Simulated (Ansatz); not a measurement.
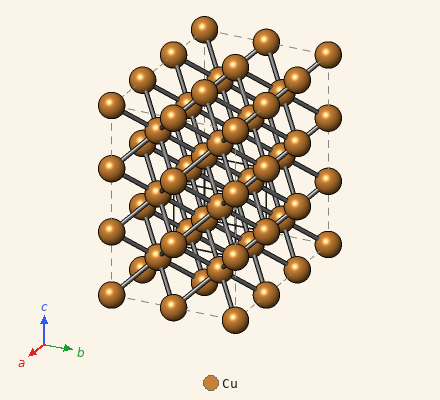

Cu (Im-3m, No. 229): a calculation's starting geometry; the starting structure was generated, so it need not be a known form of this composition.

```yaml
crystal:
  lattice:
    - [2.84235, 0.00000, 0.00000]
    - [0.00000, 2.84235, 0.00000]
    - [0.00000, 0.00000, 2.84235]
  atoms:
    - { symbol: Cu, position: [0.00000, 0.00000, 0.00000] }
    - { symbol: Cu, position: [0.50000, 0.50000, 0.50000] }
```

What will a Z-contrast image along [211] show? The image is simulated as a sum over atoms of Z^1.6, blurred by a 0.50 Å probe (no channelling). Shot noise was added.

The columns repeat on a rectangular net of 0.82 × 2.01 Å (plane group p2mm). All columns are alike (Cu). The shortest distance between visible columns is 0.82 Å in projection. Along the beam the structure repeats every 6.96 Å.

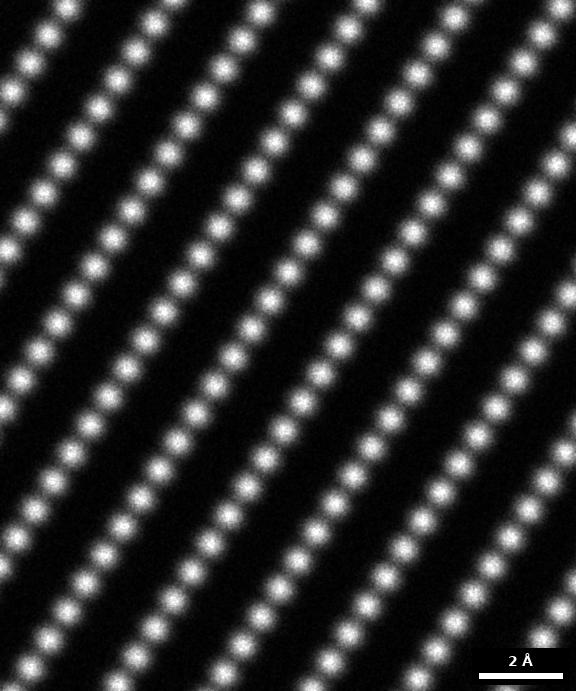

The simulated image.
